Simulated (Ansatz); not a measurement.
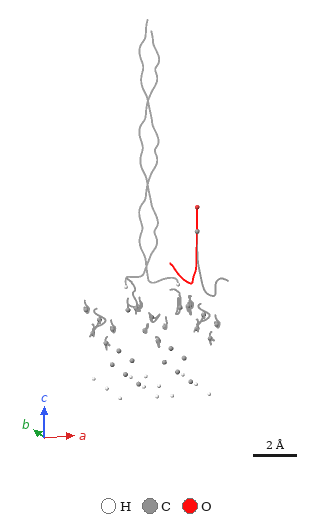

A Born-Oppenheimer molecular dynamics run of CO on C(100)-2x1, partly H-covered, underside capped with H (32 atoms in the cell), 105 fs long. Lines trace each atom's path, in the colour of its element; spheres stand at the starting positions. Fixed atoms have no trace. Seen slightly off an axis in the simulation cell, with the vacuum cut short.

The calculation used DFT PBE, scalar-relativistic, plane waves, PAW (Ansatz 0.2.0). Set-up: plane-wave cutoff 420 eV; k-point mesh 2 × 2 × 1; Fermi-Dirac smearing 0.05 eV; low-accuracy preset; 16 atoms held fixed; constant energy (NVE); time step 0.5 fs; at the start 2 atoms move with typed velocities and the others are at rest.

What do the traces tell about the motion?

In the second half of the run the atoms are, in the root-mean-square, this far from where they began (common drift taken out): H 10.40 Å, O 3.42 Å, C 0.95 Å. The run lasts only 105 fs, too short to tell vibration from diffusion. Bond changes: 4 C–C bonds form between 15.5 fs and 36 fs; one H–H bond forms at about 22 fs; 2 C–H bonds break between 24 fs and 25 fs; 5 C–C bonds break between 37 fs and 102 fs; one C–O bond forms at about 56 fs.

Limits of the set-up: the k-point mesh is coarse for a cell with partly filled bands; the program's low-accuracy preset was used; the periodic images lie only 5.0 Å apart, so the values are limited by the cell's size.

The run took 22 min on 1 thread of Arm Neoverse V2 (shared host), peak memory 0.77 GiB.

PAW datasets: the set soft_1.
